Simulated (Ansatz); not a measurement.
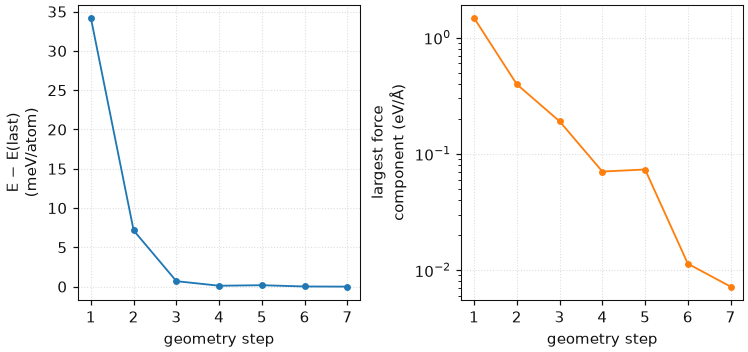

History of a geometry optimisation. Only the atoms move.

```
crystal:
  lattice:
    - [18.2239315886, 0.0, 0.0]
    - [0.0, 4.5559828972, 0.0]
    - [0.0, 0.0, 21.6646992046]
  atoms:
    - { symbol: Pb, position: [0.0, 0.0, 0.0692370564] }
    - { symbol: Pb, position: [0.125, 0.5, 0.2179382394] }
    - { symbol: Te, position: [0.0, 0.0, 0.2179382394] }
    - { symbol: Te, position: [0.125, 0.5, 0.0692370564] }
    - { symbol: Pb, position: [0.25, 1.0, 0.0692370564] }
    - { symbol: Pb, position: [0.375, 0.5, 0.2179382394] }
    - { symbol: Te, position: [0.25, 1.0, 0.2179382394] }
    - { symbol: Te, position: [0.375, 0.5, 0.0692370564] }
    - { symbol: Pb, position: [0.5, 1.0, 0.0692370564] }
    - { symbol: Pb, position: [0.625, 0.5, 0.2179382394] }
    - { symbol: Te, position: [0.5, 1.0, 0.2179382394] }
    - { symbol: Te, position: [0.625, 0.5, 0.0692370564] }
    - { symbol: Pb, position: [0.75, 1.0, 0.0692370564] }
    - { symbol: Pb, position: [0.875, 0.5, 0.2179382394] }
    - { symbol: Te, position: [0.75, 1.0, 0.2179382394] }
    - { symbol: Te, position: [0.875, 0.5, 0.0692370564] }
    - { symbol: Pb, position: [0.0, 0.0, 0.3666394224] }
    - { symbol: Te, position: [0.125, 0.5, 0.3666394224] }
    - { symbol: Pb, position: [0.25, 1.0, 0.3666394224] }
    - { symbol: Te, position: [0.375, 0.5, 0.3666394224] }
    - { symbol: Pb, position: [0.5, 1.0, 0.3666394224] }
    - { symbol: Te, position: [0.625, 0.5, 0.3666394224] }
    - { symbol: Pb, position: [0.75, 1.0, 0.3666394224] }
    - { symbol: Te, position: [0.875, 0.5, 0.3666394224] }
    - { symbol: Pb, position: [0.125, 0.5, 0.5153406054] }
    - { symbol: Te, position: [0.0, 0.0, 0.5153406054] }
    - { symbol: Pb, position: [0.375, 0.5, 0.5153406054] }
    - { symbol: Te, position: [0.25, 1.0, 0.5153406054] }
basis:
  ecutwfc: 420
kpoints:
  mp_grid: { grid: [2, 6, 1] }
hamiltonian:
  xc: pbesol
scf:
  occupations: { method: gaussian, width: 0.05 }
output:
  forces: true
  eigenvalues: true
  populations: true
relax:
  adjacent_minimum: "off"
  f_tol: 0.02
  max_steps: 45
  constraints: [{ sites: [0, 3, 4, 7, 8, 11, 12, 15] }]
efield:
  axis: 3
  dipole_correction: true
  ramp_width: 0.04
```

Command:
```bash
ansatz run input.yaml --threads 4 --pin off --max-ram 9216MiB --backend cpu --events-out ev --progress --plain --runs-dir out
```

> How did it end, and what did it gain?

The optimisation met its thresholds at geometry 7, counting the start as the first. The energy fell by about 34 meV/atom from the first step to the last. Step 5 went uphill and was rejected by the line search. The largest force component goes from about 1.5 eV/Å at the start to 7 × 10⁻³ eV/Å at the end.

> By which step was nine tenths of the energy gained?

By step 3 of 7.
